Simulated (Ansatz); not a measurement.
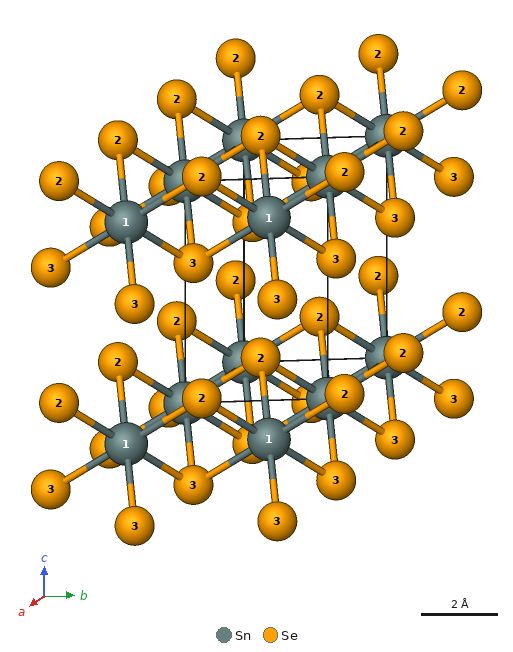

This is solid SnSe₂ (built on the 1T (CdI2) bulk type). The picture is a ball-and-stick view of the cell of the calculation, repeated 2 × 1 × 1 with one cell outlined, seen slightly off an axis.

Method: DFT, r2SCAN, plane waves, PAW (Ansatz). Settings: plane-wave cutoff 500 eV; k-point mesh 12 × 12 × 4; occupations fixed; no spin polarisation.

Change: The cell is strained by +0.5 % along c and −0.5 % across it (volume −0.5 %), the atoms keeping their fractional coordinates. No relaxation follows.

The input:
```yaml
crystal:
  lattice:
    - [3.8060235736, 0.0, 0.0]
    - [-1.9030117868, 3.2961131021, 0.0]
    - [0.0, 0.0, 6.260288977]
  atoms:
    - { symbol: Sn, position: [0.0, 0.0, 0.0] }
    - { symbol: Se, position: [0.3333333333, 0.6666666667, 0.2528046688] }
    - { symbol: Se, position: [0.6666666667, 0.3333333333, 0.7471953312] }
kpoints:
  mp_grid: { grid: [12, 12, 4] }
  band_path:
    path:
      - [0.0, 0.0, 0.0]
      - [0.5, 0.0, 0.0]
      - [0.3333333333, 0.3333333333, 0.0]
      - [0.0, 0.0, 0.5]
      - [0.5, 0.0, 0.5]
      - [0.3333333333, 0.3333333333, 0.5]
      - [0.0, 0.148438, -0.143229]
      - [0.0, 0.460938, 0.348958]
    npoints: 1
hamiltonian:
  xc: r2scan
scf:
  occupations: { method: fixed }
  n_extra_bands: 4
output:
  forces: true
  stress: true
  eigenvalues: true
```

Command:
```bash
ansatz run input.yaml --threads 2 --pin off --max-ram 2211MiB --backend cpu --events-out ev --progress --plain --runs-dir out
```

> Predict the response.

Energy change: +1.3 meV per atom. Pressure: 0.9 GPa before, 1.4 GPa after. The principal stresses (compression positive) are 0.9 GPa along c and 1.6 GPa across it. The largest forces, 0.033 eV/Å, act on Se2 and Se3. Among the bonded contacts that change: Se–Sn 2.713 → 2.708 Å. The space group stays P-3m1 (No. 164).
